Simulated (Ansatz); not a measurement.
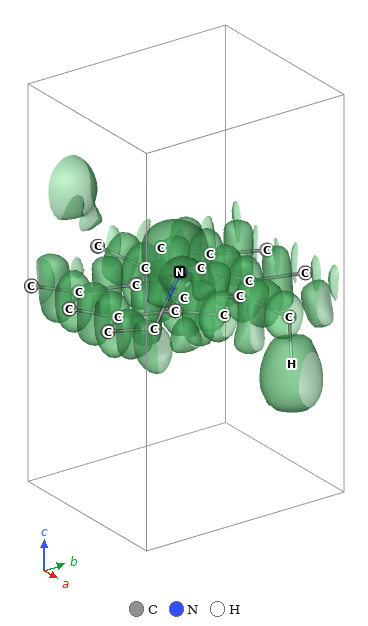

*HC18N (slab). Isosurface of the electron localisation function at 0.75 (green), seen slightly off an axis. Core shells and regions of very low density are left out. Sticks mark near contacts.*

All numbers below come from Ansatz, DFT PBEsol, scalar-relativistic, plane waves, PAW.

In a PAW calculation such maps are meaningful between the atoms, not at the nuclei.

```cif
data_structure
_symmetry_space_group_name_H-M 'P 1'
_symmetry_Int_Tables_number 1
_cell_length_a 7.3980
_cell_length_b 7.3980
_cell_length_c 11.0000
_cell_angle_alpha 90.000
_cell_angle_beta 90.000
_cell_angle_gamma 120.000
_cell_volume 521.38
loop_
_atom_site_label
_atom_site_type_symbol
_atom_site_fract_x
_atom_site_fract_y
_atom_site_fract_z
_atom_site_occupancy
C1 C 0.01743 0.00632 0.09151 1
C2 C 0.23445 0.11505 0.09709 1
C3 C 0.01621 0.34204 0.13440 1
C4 C 0.23895 0.45008 0.10629 1
C5 C 0.01328 0.66525 0.08994 1
C6 C 0.23439 0.78039 0.09408 1
C7 C 0.34454 0.00200 0.09137 1
C8 C 0.56706 0.11387 0.09316 1
C9 C 0.34620 0.33843 0.10157 1
C10 C 0.56785 0.44929 0.09260 1
C11 C 0.34483 0.66806 0.09476 1
C12 C 0.56630 0.77932 0.08636 1
C13 C 0.67372 0.00004 0.09210 1
C14 C 0.89521 0.10261 0.11923 1
C15 C 0.67921 0.33690 0.09532 1
C16 C 0.90003 0.44952 0.10412 1
C17 C 0.67415 0.66717 0.08332 1
C18 C 0.90257 0.78021 0.05923 1
N1 N 0.94742 0.20171 0.23660 1
H1 H 0.91028 0.78878 0.95695 1
```

**What do the ELF domains correspond to?**

At this value the surface marks out 27 regions between bonded C–C atoms (shared pairs), one region around a hydrogen nucleus and one region on N in which the atom's valence shell and bonds are merged, counted in one cell of 20 atoms. Counts are for one cell; the picture repeats the cell along the surface. Along the contacts the grid gives the following. C–H (1.13 Å): the ELF climbs to about 1 towards the hydrogen, as it does in any bond to H: a covalent bond by its length. C–C (1.39 Å): the ELF peaks at about 0.95 between the atoms: localised, covalent bonding.
